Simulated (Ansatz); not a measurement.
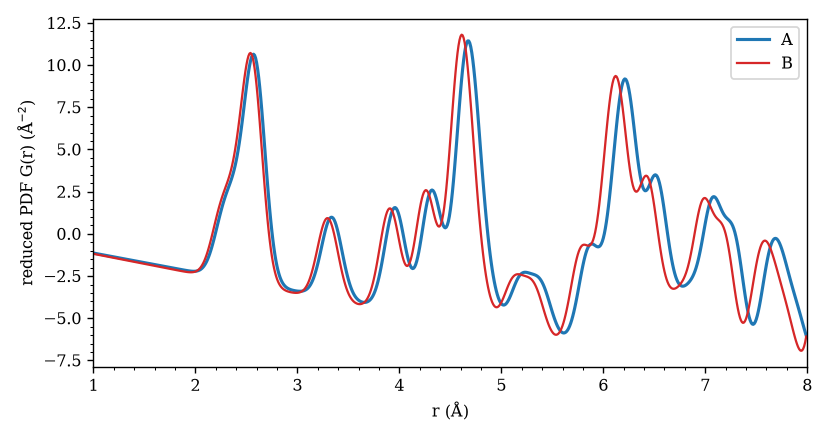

Each curve is a calculated X-ray PDF: distances of the static structure, each pair weighted by the product of the atomic numbers (X-ray weights at Q = 0), broadened by Gaussians with σ = 0.10 Å. No termination ripples are included. Both curves are of Co in space group P6/mmm, for two cells of different size. A: the geometry relaxed with DFT, PBE, plane waves (420 eV) with PAW, scalar-relativistic in Ansatz 0.2.0; the starting structure was generated, so it need not be a known form of this composition; B: coordinates from a relaxation with DFT, m-r2SCAN, plane waves (500 eV) with PAW, scalar-relativistic (Ansatz); the starting structure was generated, so it need not be a known form of this composition.

Question: Which cell is the larger, and by how much?

Answer: Cell A is larger: the volume of B is 4.0 % below that of A (11.06 and 10.61 Å³ per atom), a mean linear change of -1.4 %. The shortest distance is 2.288 Å in A and 2.257 Å in B.

Question: Give both cells.

Answer: Cell A: a = 3.963 Å, b = 3.963 Å, c = 2.439 Å, α = 90.00°, β = 90.00°, γ = 120.00°
Cell B: a = 3.909 Å, b = 3.909 Å, c = 2.406 Å, α = 90.00°, β = 90.00°, γ = 120.00°
